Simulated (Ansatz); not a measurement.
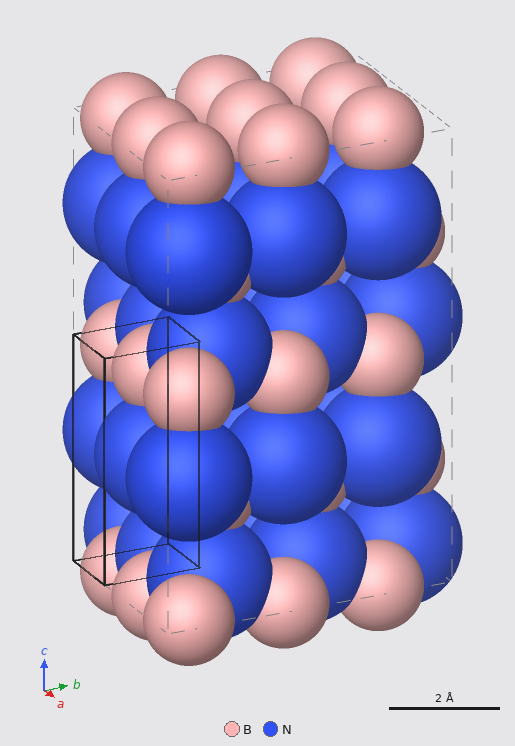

The image is a space-filling drawing of a crystal, viewed slightly off an axis. Solid lines give the conventional unit cell, repeated here 3×3×2 times.

BN, space group P6_3mc (No. 186), a = 2.40 Å, b = 2.40 Å, c = 4.22 Å, α = 90.00°, β = 90.00°, γ = 120.00°.

Results below were computed with Ansatz, DFT PBE, scalar-relativistic, plane waves, PAW; the settings were a cutoff energy of 420 eV, a 12×12×6 k-point grid, Gaussian smearing of 0.05 eV, no spin polarisation.

### Does it come out as a metal, or with a gap?

An insulator at this level, with a gap of 4.73 eV on the k-mesh (the true edges may lie between mesh points, so the gap can be somewhat smaller).

### What is the computed pressure?

The computed pressure is 59.7 GPa (compressed: it would expand). The stress isn't hydrostatic: its largest component is 85.1 GPa.

The model was built from a structure listed in the Materials Project. The cell was then strained or its atoms displaced on purpose. It was run through Ansatz as a DFT input.

At this level of theory the run's own cell isn't at rest (compressed, at 60 GPa), so its distances can differ from those at equilibrium, the more so the softer the solid.
